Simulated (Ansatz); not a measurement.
## Geometry relaxation, with input and output: Ga4P (part 1 of 2)

- system: Ga4P (P-43m, 5 atoms in the cell)
- method: DFT PBE, scalar-relativistic, plane waves, PAW, no spin polarisation (Ansatz 0.2.0)

The structure was made by a generator, so it may or may not be a known phase.

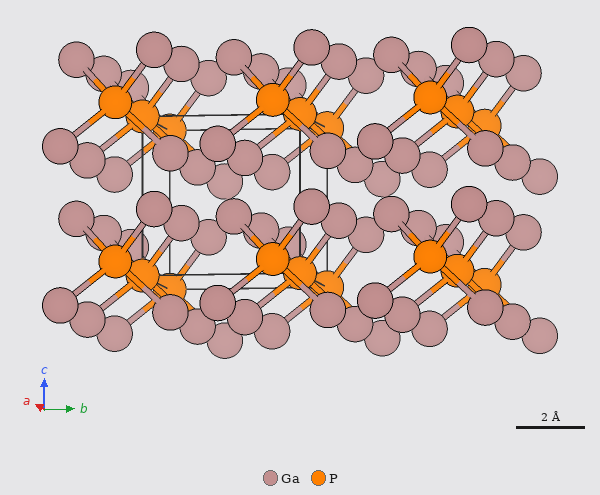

Figure 1. The structure as given in the input (ball-and-stick view of the cell of the calculation, repeated 2 × 2 × 1, seen at an oblique angle). An atom can appear more than once, as a periodic image. Near neighbours in the periodic cell (some may lie outside the picture): Ga has 1 P at 2.43 Å; P has 4 Ga at 2.43 Å.

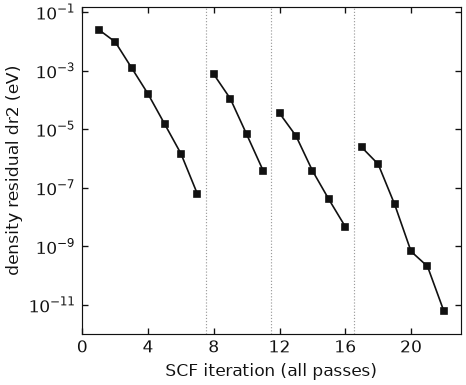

Figure 2. Convergence of the self-consistent field: density residual dr2 against the SCF iteration. The dotted lines part the SCF passes of the relaxation: geometry steps, rejected trials and re-solves on a re-selected basis. The passes take 7, 4, 5 and 6 iterations.

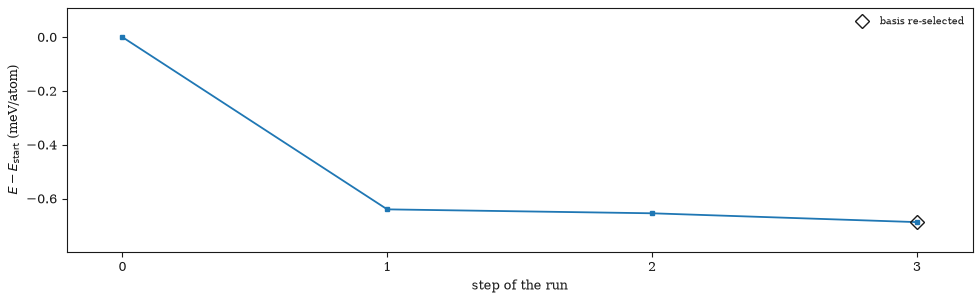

Figure 3. Progress of the relaxation, step by step (the first geometry is step 0 here and step 1 in the log). The energy falls by 0.7 meV per atom in 2 geometry steps. Largest force component: 0.082 eV/Å at the start, 0.00036 eV/Å at the end. Pressure: 0.28 GPa at the start and 0.00 GPa at the end. The largest moves relative to the cell, 0.010 Å, are those of Ga1, Ga2, Ga3 and Ga4. P stays in place. The volume changes by +0.7 %, with a = b = c 4.704 → 4.715 Å (+0.2 %). Among the contacts that change: Ga1–P5 2.431 → 2.426 Å. The space group stays P-43m (No. 215). A last SCF at the same geometry on a re-selected plane-wave basis shifts the energy by next to nothing (0.0 meV per atom). (Atoms are counted from 1 in the order of the input.)

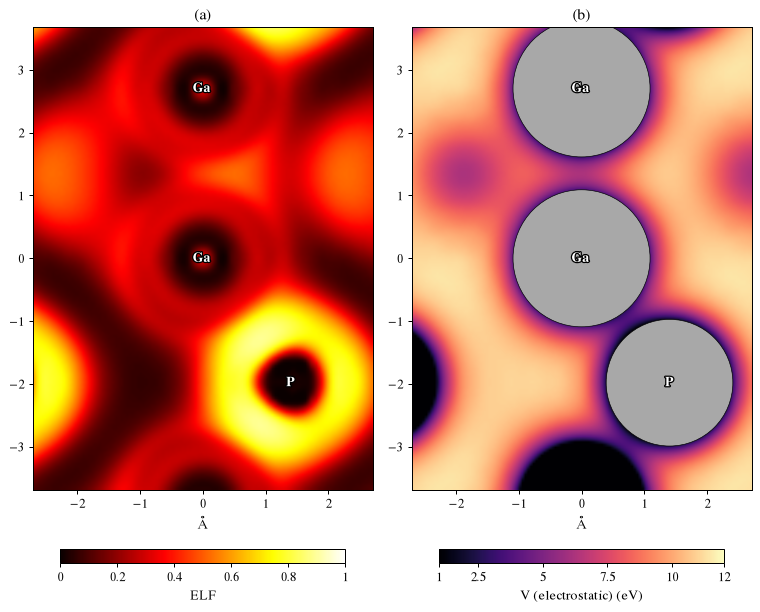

Figure 4. (a) electron localisation function; (b) electrostatic potential (local pseudopotential plus Hartree) felt by an electron on the (110) plane of the conventional cell. Grey discs, where drawn, cover atomic cores. Ga–P (2.43 Å): the ELF is about 0.70 at the midpoint. Outside the cores the potential energy rises away from the atoms and is highest about 2.0 Å from the nearest atoms; outside the discs it spans about 10 eV, and its zero is arbitrary. In a PAW calculation such maps are meaningful between the atoms, not at the nuclei.

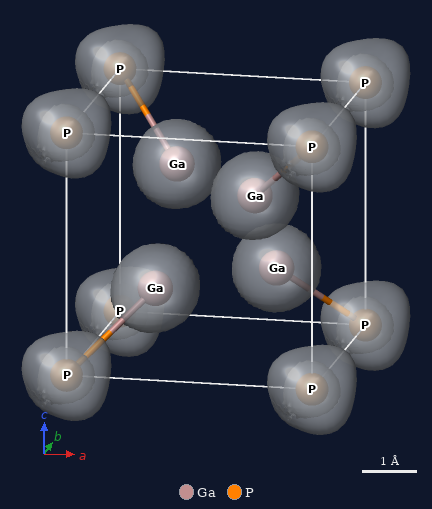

Figure 5. Isosurface of the valence pseudo-density at 0.6 e/Å³ (grey), seen slightly off an axis. Sticks mark near contacts. The outline is the cell set on symmetry axes. At this value the density breaks into separate islands; it holds about 70 % of the electrons treated as valence (semicore included). It is pinched off along the Ga–P (2.43 Å) contacts. On the grid the lowest density along these lines, outside the cores, is 0.46 e/Å³ (Ga–P, 2.43 Å).

The input that produced these results follows, with the program's output.

The input:
```yaml
crystal:
  lattice:
    - [4.7040588186, 0.0, 0.0]
    - [0.0, 4.7040588186, 0.0]
    - [0.0, 0.0, 4.7040588186]
  atoms:
    - { symbol: Ga, position: [0.2983627816, 0.2983627816, 0.2983627816] }
    - { symbol: Ga, position: [0.7016372184, 0.7016372184, 0.2983627816] }
    - { symbol: Ga, position: [0.2983627816, 0.7016372184, 0.7016372184] }
    - { symbol: Ga, position: [0.7016372184, 0.2983627816, 0.7016372184] }
    - { symbol: P, position: [0.0, 0.0, 0.0] }
basis:
  ecutwfc: 420
kpoints:
  mp_grid: { grid: [8, 8, 8] }
hamiltonian:
  xc: pbe
scf:
  occupations: { method: gaussian, width: 0.1 }
output:
  forces: true
  stress: true
  eigenvalues: true
  write_density: true
  write_potential: true
  elf: true
  volumetric_format: npy
relax:
  adjacent_minimum: "off"
  f_tol: 0.01
  max_steps: 80
  cell: { stress_tol: 0.05 }
```

Command:
```bash
ansatz run input.yaml --threads 1 --pin off --max-ram 2560MiB --backend cpu --events-out ev --progress --plain --runs-dir out
```

What the program printed:
```
Engine: ansatz 0.2.0, x86_64-unknown-linux-gnu
Pseudopotentials: kind: paw
Pseudopotential: Ga, paw, valence charge 13, recommended cutoff 420 eV (normal), Ga.paw.azcp
Pseudopotential: P, paw, valence charge 5, recommended cutoff 420 eV (normal), P.paw.azcp
Functional definition: PBE
  parameter kappa = 0.804
  parameter beta = 0.06672455060314922
  exchange = pbe_x(kappa = kappa, mu = beta*pi^2/3)
  correlation = pbe_c(beta = beta)
Crystal: 5 atoms, lattice volume = 104.092 Å³
Basis set: ecut = 420 eV, 2007 PW (Γ), exchange–correlation on 64×64×64 points (8 copies of the dense FFT grid, shifted against one another)
Bands: 35, of which v1, the nominal top of the filled ones, is band 29 counted from 1 (28 counted from 0)
Symmetry: 24 space group operations
Space group: P-43m (ITA 215), of the structure as read, at distance tolerance 4.7e-5 Å
k-points: 35 of 512 (time reversal used)
Non-local potential: Ga, projectors of the file, l = 0: 2, l = 1: 2, l = 2: 3, l = 3: 1
Non-local potential: P, projectors of the file, l = 0: 2, l = 1: 2, l = 2: 2
PAW form: soft (Blöchl's): semilocal exchange-correlation on the pseudo side does not see the compensation charge
PAW one-centre angular grid: Ga, 590 points (default); XC on 64 Gauss nodes
PAW one-centre angular grid: P, 110 points (default); XC on 64 Gauss nodes
Initial density: superposition of atomic densities (neutral atoms: chi_scale 0, normalization atom), corrected by the library's trained network
Initial wavefunctions: pseudopotential atomic-orbital guess
Functional: x = pbe(κ = 0.804, μ = 0.2195149727645171), c = pbe(β = 0.06672455060314922)
SCF iter   1: F=—  HF=-15887.092989 eV  |F-HF|=—  |Δ(HF+E_count)|=         —  Δρ=3.08e-3  dr2=2.50e-2  ethr=1.77e-3  ⟨swp⟩=7.6  Hψ=5225  notcnv=0
preconditioner: auto → Kerker (q_TF=auto, 2.468 Å⁻¹)  [metal: Δε(μ)=0.068 eV  Ē_g=14.659 eV  σ=0.100 eV  W_gap=0.37  n_scr=26 (ndim 8)  ℏωp=27.5 eV  f_vac=0.000  D(μ)=1.77/eV (n_scr^D=6)]
SCF iter   2: F=—  HF=-15887.087405 eV  |F-HF|=—  |Δ(HF+E_count)|=   5.58e-3  Δρ=1.82e-3  dr2=9.56e-3  ethr=4.38e-5  ⟨swp⟩=2.0  Hψ=1693  notcnv=0  defer=2
SCF iter   3: F=—  HF=-15887.086300 eV  |F-HF|=—  |Δ(HF+E_count)|=   1.10e-3  Δρ=1.13e-3  dr2=1.24e-3  ethr=1.68e-5  ⟨swp⟩=2.0  Hψ=2200  notcnv=0  defer=2
SCF iter   4: F=—  HF=-15887.085313 eV  |F-HF|=—  |Δ(HF+E_count)|=   9.88e-4  Δρ=3.42e-4  dr2=1.59e-4  ethr=2.18e-6  ⟨swp⟩=2.0  Hψ=2179  notcnv=0  defer=2
SCF iter   5: F=—  HF=-15887.085298 eV  |F-HF|=—  |Δ(HF+E_count)|=   1.42e-5  Δρ=1.52e-4  dr2=1.53e-5  ethr=2.79e-7  ⟨swp⟩=2.0  Hψ=2181  notcnv=0  defer=2
SCF iter   6: F=—  HF=-15887.085318 eV  |F-HF|=—  |Δ(HF+E_count)|=   1.94e-5  Δρ=3.93e-5  dr2=1.46e-6  ethr=2.68e-8  ⟨swp⟩=2.0  Hψ=2193  notcnv=0  defer=2
SCF iter   7: F=-15887.085318 eV  HF=-15887.085318 eV  |F-HF|=4.85e-8  |Δ(HF+E_count)|=   4.80e-7  Δρ=7.65e-6  dr2=6.16e-8  ethr=1.75e-10  ⟨swp⟩=13.8  Hψ=9857  notcnv=0
SCF 1 converged in 7 iterations: F = -15887.085318 eV  dr2 = 6.16e-8
  greatest PAW one-centre occupation: 0.995 electrons in one spin orbital (limit 2), on the Ga atom at site 1 (counted from 0), in its partial waves of l = 2
relax step   1: F+E_penalty+E_count = -15887.08531839 eV  Δ(F+E_penalty+E_count) = +0.000e0 eV  max|allowed force component| = 8.152e-2 eV/Å  Δτ_max = 0.0000 Å  P = +0.281 GPa  Ω = 104.092 Å³  (7 SCF iters, dr2 threshold 1.00e-7 eV, accepted)
Crystal: 5 atoms, lattice volume = 104.677 Å³
Basis set: ecut = 420 eV, 2103 PW (Γ), exchange–correlation on 64×64×64 points (8 copies of the dense FFT grid, shifted against one another)
Initial density: handed on by an earlier stage of this run
Initial wavefunctions: those handed on with the density
iter 1 solved again at ethr=1.21e-6 eV; its pass at ethr=3.10e-3 eV (dr2=6.92e-4 eV) is discarded
SCF iter   1: F=—  HF=-15887.088643 eV  |F-HF|=—  |Δ(HF+E_count)|=         —  Δρ=7.77e-4  dr2=7.44e-4  ethr=1.21e-6  ⟨swp⟩=2.4  Hψ=5876  notcnv=0
preconditioner: auto → Resta (q_TF=auto, 2.465 Å⁻¹)  ε∞=4.5  [insulator: Δε(μ)=0.107 eV  Ē_g=14.622 eV  σ=0.100 eV  W_gap=0.55  n_scr=26 (ndim 8)  ℏωp=27.4 eV  f_vac=0.000  D(μ)=1.72/eV (n_scr^D=6)  ε∞_Penn≈4.5]
SCF iter   2: F=—  HF=-15887.088505 eV  |F-HF|=—  |Δ(HF+E_count)|=   1.39e-4  Δρ=3.75e-4  dr2=1.11e-4  ethr=1.21e-6  ⟨swp⟩=2.0  Hψ=1365  notcnv=0
SCF iter   3: F=—  HF=-15887.088518 eV  |F-HF|=—  |Δ(HF+E_count)|=   1.31e-5  Δρ=9.90e-5  dr2=6.63e-6  ethr=1.94e-7  ⟨swp⟩=2.9  Hψ=2216  notcnv=0
SCF iter   4: F=-15887.088518 eV  HF=-15887.088519 eV  |F-HF|=4.87e-7  |Δ(HF+E_count)|=   9.58e-7  Δρ=2.32e-5  dr2=3.86e-7  ethr=7.29e-10  ⟨swp⟩=10.6  Hψ=9890  notcnv=0
SCF 2 converged in 4 iterations: F = -15887.088518 eV  dr2 = 3.86e-7
  greatest PAW one-centre occupation: 0.995 electrons in one spin orbital (limit 2), on the Ga atom at site 0 (counted from 0), in its partial waves of l = 2
relax step   2: F+E_penalty+E_count = -15887.08851807 eV  Δ(F+E_penalty+E_count) = -3.200e-3 eV  max|allowed force component| = 1.350e-2 eV/Å  Δτ_max = 0.0084 Å  P = +0.055 GPa  Ω = 104.677 Å³  energy of the carried Pulay correction = -1.455e-4 eV  (4 SCF iters, dr2 threshold 4.15e-7 eV, accepted)
Crystal: 5 atoms, lattice volume = 104.813 Å³
iter 1 solved again at ethr=5.71e-8 eV; its pass at ethr=3.10e-3 eV (dr2=3.26e-5 eV) is discarded
```
